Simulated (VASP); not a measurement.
# Which face does Nb expose?, part 4 of 6

How do surface energy, work function and relaxation of Nb depend on the face?

VASP 6.6.1; PBEsol; plane waves and PAW (Nb_pv).

So far. Step 4 (Relaxing the slab, 7 atoms, face Nb(110)): The run ended after 14 ionic steps, 0.031 eV below its first step, once the forces on the free atoms met EDIFFG = -0.03. Step 5 (Potential and states of the slab, 7 atoms, face Nb(110)): The vacuum level lies 4.63 eV above the Fermi level at the upper face; both faces agree, as the slab has next to no dipole.

## 6. Relaxing the slab, 9 atoms, face Nb(100)

System of this step: Nb(100). The cell holds 9 atoms: 9 Nb. Its edges and angles: a = 3.284 Å, b = 3.284 Å, c = 28.136 Å, α = 90.0°, β = 90.0°, γ = 90.0°. It derives from Nb. 9 layers of bcc Nb, cut at this functional's lattice. Vacuum lies along c.

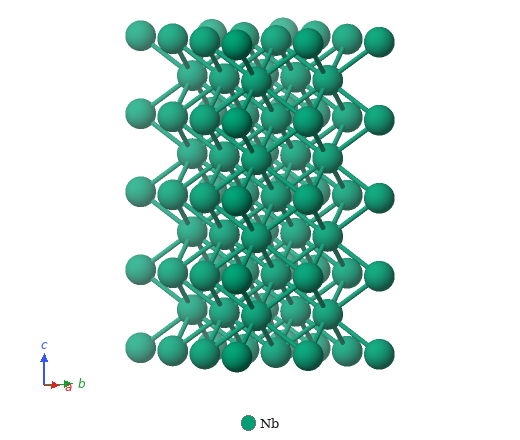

The cell of this step (niobium teal). 3×2×1 cells are drawn. Some periodic images of atoms are drawn too.

File INCAR:

```
SYSTEM = Nb
PREC = Normal
ENCUT = 320
EDIFF = 1E-05
NELM = 120
ISMEAR = 1
SIGMA = 0.15
LREAL = .FALSE.
ALGO = Fast
GGA = PS
NBANDS = 61
LASPH = .TRUE.
LORBIT = 11
LWAVE = .FALSE.
LCHARG = .FALSE.
KPAR = 4
IBRION = 2
NSW = 40
ISIF = 2
EDIFFG = -0.03
POTIM = 0.4
MAXMIX = 40
```

File POSCAR:

```
Nb
1.0
    3.2839955470      0.0000000000      0.0000000000
    0.0000000000      3.2839955470      0.0000000000
    0.0000000000      0.0000000000     28.1359821880
Nb
9
Direct
    0.0000000000      0.0000000000      0.2665625800
    0.5000000000      0.5000000000      0.3249219300
    0.0000000000      0.0000000000      0.3832812900
    0.5000000000      0.5000000000      0.4416406400
    0.0000000000      0.0000000000      0.5000000000
    0.5000000000      0.5000000000      0.5583593600
    0.0000000000      0.0000000000      0.6167187100
    0.5000000000      0.5000000000      0.6750780700
    0.0000000000      0.0000000000      0.7334374200
```

File KPOINTS:

```
Automatic mesh
0
Gamma
9 9 1
0 0 0
```

The projector-augmented-wave data sets are Nb_pv (PBE family, release 64).

The run is started by

```bash
> mpirun -np 4 vasp_std
```

The log of the run:

```text
[banner, memory and clock lines left out]
running    4 mpi-ranks, on    1 nodes
 distrk:  each k-point on    1 cores,    4 groups
 distr:  one band on    1 cores,    1 groups

 POSCAR found type information on POSCAR Nb
 POSCAR found :  1 types and       9 ions
 [... a notice as in an earlier step ...]

 LDA part: xc-table for (Slater+PW92), standard interpolation
 POSCAR, INCAR and KPOINTS ok, starting setup
 FFT: planning ... GRIDC
 FFT: planning ... GRID_SOFT
 FFT: planning ... GRID
 WAVECAR not read
 entering main loop
       N       E                     dE             d eps       ncg     rms          rms(c)
DAV:   1     0.100360546886E+04    0.10036E+04   -0.41966E+04  2326   0.114E+03
DAV:   2    -0.193916163521E+02   -0.10230E+04   -0.99762E+03  1883   0.644E+02
DAV:   3    -0.980796542369E+02   -0.78688E+02   -0.73111E+02  2924   0.135E+02
DAV:   4    -0.104685879530E+03   -0.66062E+01   -0.63034E+01  2756   0.418E+01
DAV:   5    -0.105082017994E+03   -0.39614E+00   -0.38699E+00  3092   0.855E+00    0.539E+01
RMM:   6    -0.152260370269E+03   -0.47178E+02   -0.20195E+02  2447   0.505E+01    0.320E+01
RMM:   7    -0.149401994922E+03    0.28584E+01   -0.12542E+02  2376   0.604E+01    0.273E+01
RMM:   8    -0.100320371754E+03    0.49082E+02   -0.17321E+01  2086   0.296E+01    0.139E+01
RMM:   9    -0.939805069722E+02    0.63399E+01   -0.90373E+00  2178   0.151E+01    0.100E+01
RMM:  10    -0.955655628128E+02   -0.15851E+01   -0.50975E+00  2282   0.982E+00    0.825E+00
RMM:  11    -0.944226476867E+02    0.11429E+01   -0.13476E+00  2436   0.439E+00    0.597E+00
RMM:  12    -0.938278989870E+02    0.59475E+00   -0.11723E+00  2455   0.316E+00    0.369E+00
RMM:  13    -0.936719719500E+02    0.15593E+00   -0.65144E-01  2552   0.231E+00    0.184E+00
RMM:  14    -0.937050278677E+02   -0.33056E-01   -0.41912E-01  2586   0.191E+00    0.190E+00
RMM:  15    -0.936638473773E+02    0.41180E-01   -0.20093E-01  2621   0.112E+00    0.122E+00
RMM:  16    -0.936496759404E+02    0.14171E-01   -0.19478E-01  2572   0.849E-01    0.753E-01
RMM:  17    -0.936441455199E+02    0.55304E-02   -0.10450E-01  2793   0.632E-01    0.221E-01
RMM:  18    -0.936499176554E+02   -0.57721E-02   -0.71842E-02  2752   0.399E-01    0.908E-02
RMM:  19    -0.936539526603E+02   -0.40350E-02   -0.38059E-02  2402   0.271E-01    0.958E-02
RMM:  20    -0.936570638354E+02   -0.31112E-02   -0.29666E-02  2418   0.210E-01    0.988E-02
RMM:  21    -0.936590699636E+02   -0.20061E-02   -0.21450E-02  2209   0.163E-01    0.101E-01
RMM:  22    -0.936608294811E+02   -0.17595E-02   -0.17577E-02  2160   0.122E-01    0.934E-02
RMM:  23    -0.936623296892E+02   -0.15002E-02   -0.13608E-02  2031   0.924E-02    0.119E-01
RMM:  24    -0.936631726150E+02   -0.84293E-03   -0.11049E-02  2564   0.170E-01    0.660E-02
RMM:  25    -0.936639617618E+02   -0.78915E-03   -0.87214E-03  2087   0.950E-02    0.522E-02
RMM:  26    -0.936646073596E+02   -0.64560E-03   -0.67379E-03  2099   0.692E-02    0.311E-02
RMM:  27    -0.936651722474E+02   -0.56489E-03   -0.54649E-03  2092   0.643E-02    0.204E-02
RMM:  28    -0.936656326908E+02   -0.46044E-03   -0.43683E-03  1925   0.459E-02    0.171E-02
RMM:  29    -0.936660167567E+02   -0.38407E-03   -0.36729E-03  1600   0.390E-02    0.179E-02
RMM:  30    -0.936663240660E+02   -0.30731E-03   -0.29530E-03  1588   0.340E-02    0.379E-03
[...]
RMM:  39    -0.936676141458E+02   -0.53217E-04   -0.60551E-04   912   0.121E-02    0.191E-02
RMM:  40    -0.936676653221E+02   -0.51176E-04   -0.51228E-04   862   0.127E-02    0.195E-02
RMM:  41    -0.936677024471E+02   -0.37125E-04   -0.41550E-04   941   0.107E-02    0.203E-02
RMM:  42    -0.936677335850E+02   -0.31138E-04   -0.34718E-04   897   0.118E-02    0.199E-02
RMM:  43    -0.936677659413E+02   -0.32356E-04   -0.29104E-04   802   0.972E-03    0.215E-02
RMM:  44    -0.936677873502E+02   -0.21409E-04   -0.23662E-04   742   0.880E-03    0.216E-02
RMM:  45    -0.936678109368E+02   -0.23587E-04   -0.19999E-04   744   0.859E-03    0.229E-02
RMM:  46    -0.936678267036E+02   -0.15767E-04   -0.16369E-04   751   0.767E-03    0.234E-02
RMM:  47    -0.936678345372E+02   -0.78336E-05   -0.12720E-04   769   0.721E-03    0.231E-02
RMM:  48    -0.936678487293E+02   -0.14192E-04   -0.10308E-04   717   0.747E-03    0.255E-02
RMM:  49    -0.936678619099E+02   -0.13181E-04   -0.79976E-05   724   0.591E-03    0.261E-02
RMM:  50    -0.936678697337E+02   -0.78237E-05   -0.59279E-05   746   0.643E-03
   1 F= -.93667870E+02 E0= -.93670201E+02  d E =-.936679E+02
 curvature:   0.00 expect dE= 0.000E+00 dE for cont linesearch  0.000E+00
 trial: gam= 0.00000 g(F)=  0.182E+00 g(S)=  0.000E+00 ort = 0.000E+00 (trialstep = 0.100E+01)
 search vector abs. value=  0.182E+00
 bond charge predicted
       N       E                     dE             d eps       ncg     rms          rms(c)
DAV:   1    -0.934514530145E+02    0.21641E+00   -0.26462E+01  2482   0.429E+01    0.219E+00
RMM:   2    -0.996202346177E+02   -0.61688E+01   -0.22676E+01  2514   0.168E+01    0.950E+00
RMM:   3    -0.109911104144E+03   -0.10291E+02   -0.81095E+00  2676   0.140E+01    0.198E+01
RMM:   4    -0.113234783508E+03   -0.33237E+01    0.11201E+01  2866   0.104E+01    0.237E+01
RMM:   5    -0.107328343373E+03    0.59064E+01   -0.11714E+01  2560   0.882E+00    0.211E+01
RMM:   6    -0.117870320781E+03   -0.10542E+02    0.13739E+01  2571   0.103E+01    0.224E+01
RMM:   7    -0.111438304205E+03    0.64320E+01   -0.60288E+00  2560   0.882E+00    0.182E+01
RMM:   8    -0.108382249492E+03    0.30561E+01   -0.28957E+00  2564   0.576E+00    0.165E+01
RMM:   9    -0.105703554813E+03    0.26787E+01   -0.62517E+00  2564   0.480E+00    0.155E+01
RMM:  10    -0.106318555240E+03   -0.61500E+00   -0.82260E-01  2664   0.413E+00    0.160E+01
RMM:  11    -0.989686221866E+02    0.73499E+01   -0.18293E+01  2649   0.669E+00    0.107E+01
RMM:  12    -0.999117695088E+02   -0.94315E+00   -0.10884E+01  2561   0.438E+00    0.863E+00
RMM:  13    -0.957922127069E+02    0.41196E+01   -0.17491E+01  2653   0.553E+00    0.515E+00
RMM:  14    -0.936481194746E+02    0.21441E+01   -0.93648E+00  2676   0.493E+00    0.219E+00
RMM:  15    -0.938169392050E+02   -0.16882E+00   -0.20232E+00  2857   0.218E+00    0.231E+00
RMM:  16    -0.938921648455E+02   -0.75226E-01   -0.86350E-01  2634   0.106E+00    0.255E+00
RMM:  17    -0.939248312064E+02   -0.32666E-01   -0.56046E-01  2462   0.103E+00    0.290E+00
RMM:  18    -0.937941745984E+02    0.13066E+00   -0.47090E-01  2679   0.157E+00    0.184E+00
RMM:  19    -0.941355510862E+02   -0.34138E+00   -0.91988E-01  2796   0.238E+00    0.164E+00
RMM:  20    -0.942454096593E+02   -0.10986E+00   -0.20179E-01  2815   0.798E-01    0.187E+00
RMM:  21    -0.942909696864E+02   -0.45560E-01   -0.66550E-02  2555   0.418E-01    0.195E+00
RMM:  22    -0.938017223251E+02    0.48925E+00   -0.75272E-01  3008   0.271E+00    0.142E+00
RMM:  23    -0.938102711589E+02   -0.85488E-02   -0.10320E-01  2747   0.587E-01    0.131E+00
RMM:  24    -0.938535100836E+02   -0.43239E-01   -0.17824E-01  2721   0.930E-01    0.144E+00
RMM:  25    -0.938969839033E+02   -0.43474E-01   -0.15141E-01  2683   0.785E-01    0.148E+00
RMM:  26    -0.939001148326E+02   -0.31309E-02   -0.37177E-02  2794   0.316E-01    0.148E+00
RMM:  27    -0.938120390945E+02    0.88076E-01   -0.26724E-01  3025   0.169E+00    0.126E+00
RMM:  28    -0.938163311232E+02   -0.42920E-02   -0.21790E-02  2607   0.431E-01    0.121E+00
RMM:  29    -0.938157694932E+02    0.56163E-03   -0.51722E-03  2450   0.202E-01    0.108E+00
RMM:  30    -0.938359795168E+02   -0.20210E-01   -0.16746E-02  2701   0.416E-01    0.124E+00
[...]
RMM:  63    -0.938209611367E+02    0.11588E-02   -0.52285E-03  2472   0.161E-01    0.455E-01
RMM:  64    -0.938196764786E+02    0.12847E-02   -0.55756E-03  2667   0.208E-01    0.375E-01
RMM:  65    -0.938190590090E+02    0.61747E-03   -0.83826E-03  2578   0.212E-01    0.245E-01
RMM:  66    -0.938185601033E+02    0.49891E-03   -0.42718E-03  2569   0.171E-01    0.156E-01
RMM:  67    -0.938188843957E+02   -0.32429E-03   -0.72359E-04  2198   0.901E-02    0.184E-01
RMM:  68    -0.938186549698E+02    0.22943E-03   -0.10903E-03  2163   0.780E-02    0.122E-01
RMM:  69    -0.938185705839E+02    0.84386E-04   -0.58830E-04  2160   0.548E-02    0.847E-02
RMM:  70    -0.938185426565E+02    0.27927E-04   -0.44972E-04  2106   0.472E-02    0.563E-02
RMM:  71    -0.938185352901E+02    0.73664E-05   -0.63389E-04  2194   0.597E-02    0.141E-02
RMM:  72    -0.938185578269E+02   -0.22537E-04   -0.27246E-04  1966   0.393E-02    0.124E-02
RMM:  73    -0.938185677705E+02   -0.99436E-05   -0.12658E-04  1585   0.250E-02    0.101E-02
RMM:  74    -0.938185698510E+02   -0.20805E-05   -0.37048E-05  1377   0.211E-02
   2 F= -.93818570E+02 E0= -.93820392E+02  d E =-.150700E+00
[... from here on, the cycles between the ionic steps are left out ...]
   3 F= -.93903842E+02 E0= -.93907781E+02  d E =-.235972E+00
   4 F= -.93904368E+02 E0= -.93908172E+02  d E =-.236498E+00
   5 F= -.93918796E+02 E0= -.93922922E+02  d E =-.144280E-01
   6 F= -.93921708E+02 E0= -.93925999E+02  d E =-.173405E-01
   7 F= -.93921742E+02 E0= -.93926050E+02  d E =-.173737E-01
   8 F= -.93922580E+02 E0= -.93926837E+02  d E =-.838242E-03
   9 F= -.93923180E+02 E0= -.93927325E+02  d E =-.143879E-02
  10 F= -.93923824E+02 E0= -.93927988E+02  d E =-.643963E-03
  11 F= -.93925313E+02 E0= -.93929550E+02  d E =-.213258E-02
  12 F= -.93926157E+02 E0= -.93930520E+02  d E =-.297656E-02
 curvature:   0.63 expect dE= 0.969E-04 dE for cont linesearch  0.261E-04
 ZBRENT: bracketing found
 ZBRENT: interpolating
 opt :   6.5173  next Energy=   -93.926477 (dE=-0.330E-02)
 bond charge predicted
       N       E                     dE             d eps       ncg     rms          rms(c)
DAV:   1    -0.939081568040E+02    0.18008E-01   -0.13460E+00  2262   0.998E+00    0.539E-01
RMM:   2    -0.939212012251E+02   -0.13044E-01   -0.15957E-01  2251   0.231E+00    0.364E-01
RMM:   3    -0.939254728816E+02   -0.42717E-02   -0.33392E-02  2563   0.112E+00    0.132E-01
RMM:   4    -0.939260004622E+02   -0.52758E-03   -0.35233E-03  2871   0.342E-01    0.804E-02
RMM:   5    -0.939260690460E+02   -0.68584E-04   -0.37663E-04  2208   0.778E-02    0.792E-02
RMM:   6    -0.939260728485E+02   -0.38025E-05   -0.14658E-04  1822   0.440E-02    0.791E-02
RMM:   7    -0.939260707132E+02    0.21353E-05   -0.61409E-05  1469   0.358E-02
  13 F= -.93926071E+02 E0= -.93930383E+02  d E =-.289028E-02
 curvature:  -7.78 expect dE=-0.953E-03 dE for cont linesearch -0.103E-03
 trial: gam=-0.08515 g(F)=  0.123E-03 g(S)=  0.000E+00 ort = 0.143E-03 (trialstep = 0.203E+01)
 search vector abs. value=  0.109E-03
 reached required accuracy - stopping structural energy minimisation
```

Run time: 7.2 min. Hardware: 4 MPI ranks of AMD EPYC 7R43, shared host; peak memory 0.81 GiB; 29 min of CPU time.

OUTCAR, selected parts (step 6):

```text
   k-points           NKPTS =     15   k-points in BZ     NKDIM =     15   number of bands    NBANDS=     61

   ENCUT  =  320.0 eV  23.52 Ry    4.85 a.u.   4.79  4.79 41.04*2*pi/ulx,y,z

   NELECT =      99.0000    total number of electrons

 E-fermi :   1.0615

 k-point     1 :       0.0000    0.0000    0.0000
  band No.  band energies     occupation
    ...
     38      -1.6446      2.00000
     39      -1.3721      2.00000
     40      -1.2233      2.00000
     41      -0.2299      2.00000
     42       0.9435      1.97332
     43       1.1662      0.08167
     44       1.1745      0.04582
     45       1.2166     -0.05655
     46       1.2499     -0.07062
     47       1.2499     -0.07062
    ...

  Total       -2.4534085     -2.4534085     -0.6744960      0.0000000     -0.0000000      0.0000000
  in kB      -12.9542790    -12.9542790     -3.5614167      0.0000000     -0.0000000      0.0000000
  external PRESSURE =      -9.8233249 kB  Pullay stress =       0.0000000 kB

 POSITION                                       TOTAL-FORCE (eV/Angst)
 -----------------------------------------------------------------------------------
      0.00000      0.00000      7.64611         0.000000      0.000000      0.021706
      1.64200      1.64200      9.10710         0.000000     -0.000000      0.017176
      0.00000      0.00000     10.73434        -0.000000     -0.000000     -0.027511
      1.64200      1.64200     12.45172        -0.000000      0.000000      0.008015
      0.00000      0.00000     14.06799         0.000000     -0.000000      0.000000
      1.64200      1.64200     15.68426         0.000000     -0.000000     -0.008015
      0.00000      0.00000     17.40164        -0.000000      0.000000      0.027511
      1.64200      1.64200     19.02888        -0.000000     -0.000000     -0.017176
      0.00000      0.00000     20.48987        -0.000000      0.000000     -0.021706
 -----------------------------------------------------------------------------------
    total drift:                               -0.000000      0.000000      0.000000

  FREE ENERGIE OF THE ION-ELECTRON SYSTEM (eV)
  ---------------------------------------------------
  free  energy   TOTEN  =       -93.9260707132 eV

  energy  without entropy=      -93.9390087541  energy(sigma->0) =      -93.93038339

[... 1 part as in an earlier step ...]

[... 15 further parts left out ...]
```

CONTCAR:

```
Nb
   1.00000000000000
     3.2839955470000000    0.0000000000000000    0.0000000000000000
     0.0000000000000000    3.2839955470000000    0.0000000000000000
     0.0000000000000000    0.0000000000000000   28.1359821879999998
  Nb
     9
Direct
     0.0000000000000000    0.0000000000000000    0.2717555959484326
     0.5000000000000000    0.5000000000000000    0.3236817119749007
     0.0000000000000000    0.0000000000000000    0.3815163898204056
     0.5000000000000000    0.5000000000000000    0.4425549296994064
     0.0000000000000000    0.0000000000000000    0.5000000000000000
     0.5000000000000000    0.5000000000000000    0.5574450703005936
     0.0000000000000000    0.0000000000000000    0.6184836101795944
     0.5000000000000000    0.5000000000000000    0.6763182880250995
     0.0000000000000000    0.0000000000000000    0.7282444040515672
```

The run keeps the 16 symmetry operations of its start, so it cannot find a distortion of lower symmetry.

Step by step:

| step | energy less that of the first step (eV) | largest force (eV/Å) |
| --- | --- | --- |
| 1 | 0.0000 | 1.0753 |
| 2 | -0.1507 | 0.7719 |
| 3 | -0.2360 | 0.3177 |
| 4 | -0.2365 | 0.2746 |
| 5 | -0.2509 | 0.1225 |
| 6 | -0.2538 | 0.0639 |
| 7 | -0.2539 | 0.0758 |
| 8 | -0.2547 | 0.0420 |
| 9 | -0.2553 | 0.0741 |
| 10 | -0.2560 | 0.0610 |
| 11 | -0.2574 | 0.0345 |
| 12 | -0.2583 | 0.0364 |
| 13 | -0.2582 | 0.0275 |

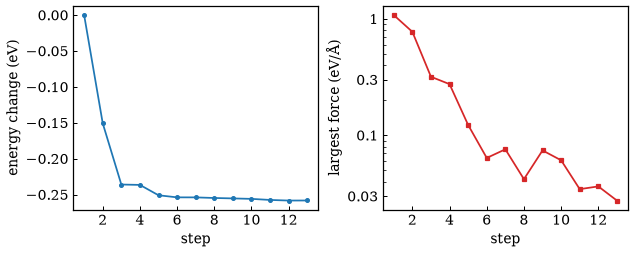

Energy and largest force along the relaxation.

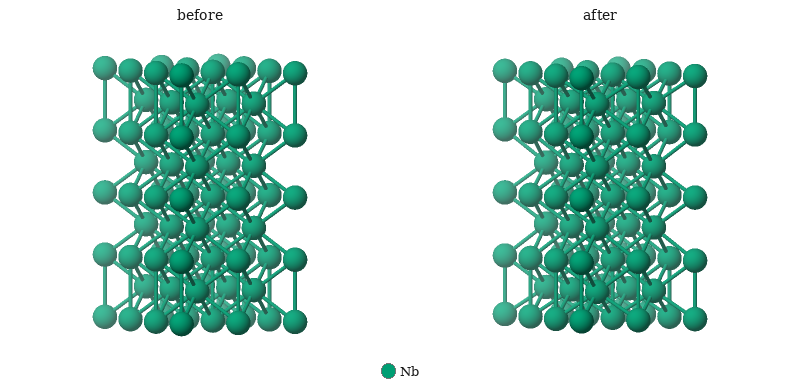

The structure before and after the relaxation, drawn at the same scale.

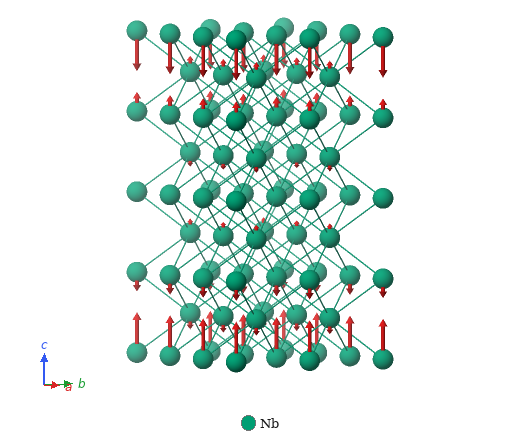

Displacements in the relaxation, exaggerated; the longest in the cell stands for 0.15 Å. 3×2×1 cells are drawn. Some periodic images of atoms are drawn too.

The atoms that moved most (Å):

| atom | dx | dy | dz | length |
| --- | --- | --- | --- | --- |
| Nb1 | 0.000 | 0.000 | 0.146 | 0.146 |
| Nb9 | 0.000 | 0.000 | -0.146 | 0.146 |
| Nb3 | 0.000 | 0.000 | -0.050 | 0.050 |
| Nb7 | 0.000 | 0.000 | 0.050 | 0.050 |
| Nb8 | 0.000 | 0.000 | 0.035 | 0.035 |
| Nb2 | 0.000 | 0.000 | -0.035 | 0.035 |
| Nb4 | 0.000 | 0.000 | 0.026 | 0.026 |
| Nb6 | 0.000 | 0.000 | -0.026 | 0.026 |

The relaxed structure:

```cif
data_structure
_symmetry_space_group_name_H-M 'P 1'
_symmetry_Int_Tables_number 1
_cell_length_a 3.2840
_cell_length_b 3.2840
_cell_length_c 28.1360
_cell_angle_alpha 90.000
_cell_angle_beta 90.000
_cell_angle_gamma 90.000
_cell_volume 303.44
loop_
_atom_site_label
_atom_site_type_symbol
_atom_site_fract_x
_atom_site_fract_y
_atom_site_fract_z
_atom_site_occupancy
Nb1 Nb 0.00000 0.00000 0.27176 1
Nb2 Nb 0.50000 0.50000 0.32368 1
Nb3 Nb 0.00000 0.00000 0.38152 1
Nb4 Nb 0.50000 0.50000 0.44255 1
Nb5 Nb 0.00000 0.00000 0.50000 1
Nb6 Nb 0.50000 0.50000 0.55745 1
Nb7 Nb 0.00000 0.00000 0.61848 1
Nb8 Nb 0.50000 0.50000 0.67632 1
Nb9 Nb 0.00000 0.00000 0.72824 1
```

Numbers from this step:

```
electronic cycles       : 224
electrons               : 99
free energy (TOTEN)     : -93.9261 eV
energy at zero smearing : -93.9304 eV
Fermi energy            : 1.062 eV
```

The run ended after 13 ionic steps, 0.258 eV below its first step, once the forces on the free atoms met EDIFFG = -0.03.

[end of part 4 of 6]

[Lines on the potential files, build, host, timing and source positions are cut from VASP's logs without a mark.]

[Logs are printed without paths, hosts, clocks, repeated set-up lines and the standing remarks that a program may print on its own settings, such as how far it seeks lower states.]

[Hosts, paths, dates, database ids (printed as entryN), source tags and the programs' standing remarks are cut or masked in the printed files.]

[Runs that stopped without an error message from VASP are left out.]

[In band tables of VASP the shares of atoms and orbitals are scaled to a sum of 1 inside the atoms' spheres.]
